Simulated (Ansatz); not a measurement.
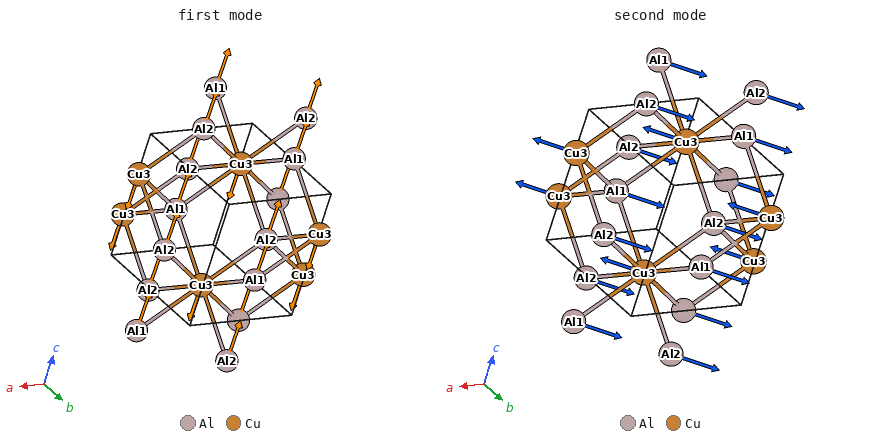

Two computed energy maps of cells of Al₂Cu. The picture above is the structure of the first map; its two panels give the patterns of the first and the second mode as arrows.

Map 1

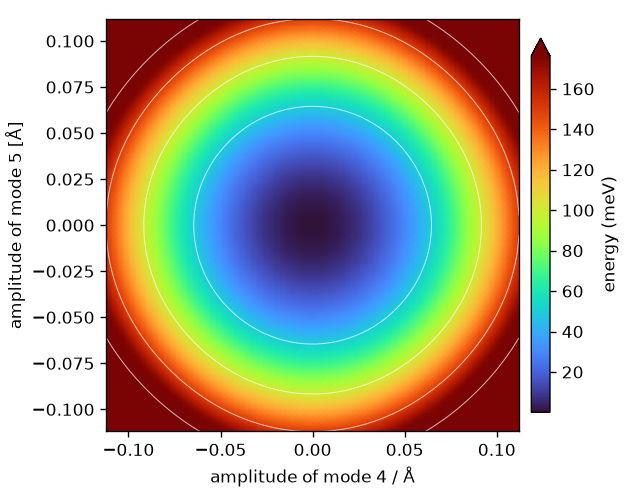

Al₂Cu (Fm-3m, No. 225; 3 atoms in the cell). The energy is mapped over two normal modes frozen in (zone-centre modes of the 3-atom cell of this scan). First axis: amplitude of mode 4 (256 cm⁻¹), largest displacement. Second axis: amplitude of mode 5 (256 cm⁻¹), largest displacement. Nothing is relaxed (the cell and all other modes fixed). The scan uses a 7 × 7 grid; 10 points were computed and 39 follow by symmetry. Points are written as (first, second). All energies are given in meV per cell relative to the lowest grid point. This map comes from DFT PBE, scalar-relativistic, plane waves, PAW (Ansatz). Settings: cutoff 520 eV, k-mesh 14×14×14, gaussian smearing 0.15 eV, no spin polarisation.

In the figure: a smooth colour map with a few white contour lines, one colour for all values above the top of the scale. Between grid points the surface is interpolated.

Map 2

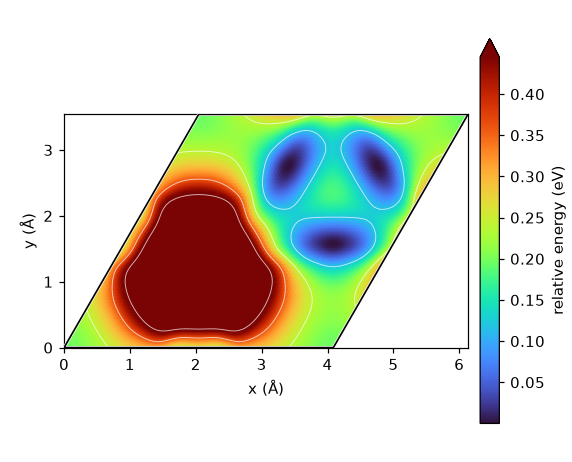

H on an Al₂Cu(101) slab cut from the Fm-3m phase, its upper half relaxed before the scan (6 atoms of substrate and one adsorbate in a 1 × 1 cell). 
- H is moved over the surface cell; relaxed at each place: the height of the adsorbate's atoms; substrate rigid; the origin of the map has the adsorbate above Al6.
- Places are given modulo a cell vector. The map is drawn in real space over the plane of the surface.
- The grid has 9 × 9 points; 19 points were computed and 62 follow by symmetry.
- Energies: eV, counted from the lowest grid point.
- With one adsorbate in each 1 × 1 cell, its nearest image is 4.1 Å away, so neighbouring adsorbates interact.
- This map comes from DFT PBE, scalar-relativistic, plane waves, PAW in Ansatz. Settings: cutoff 420 eV, k-mesh 9×9×1, gaussian smearing 0.1 eV, no spin polarisation.

The picture shows a smooth colour map with a few white contour lines, the outline of one cell of the plane, one colour for all values above the top of the scale. Between grid points the surface is interpolated.

Question: What does each map show?

Answer: Map 1: The lowest grid point is at (0.000 Å, 0.000 Å). No other kind of well shows on this grid. The highest grid point, (−0.112 Å, −0.112 Å), lies 318 meV above the lowest.
Map 2: The lowest grid point is at (4/9, 7/9) of the cell vectors [nearest 1 Cu at 1.70 Å]; the map holds 3 wells of about this depth. There is a further well near the top site over a surface Al atom, (0/9, 0/9) of the cell vectors (0.20 eV above the lowest at that grid point). The highest grid point, a threefold hollow over a third-layer Al atom, (3/9, 3/9) of the cell vectors, lies 1.29 eV above the lowest. On the interpolated surface the easiest way out of the lowest well to a well of about the same depth near (7/9, 7/9) of the cell vectors [nearest 1 Cu at 1.70 Å] passes a barrier of about 0.13 eV. At the lowest point the adsorbate has 1 Cu at 1.70 Å as nearest neighbours, at the highest 1 Al at 1.84 Å. Its relaxed height above the top atom is 0.84 Å at the lowest and 0.32 Å at the highest point.

PAW datasets: the set soft_1.
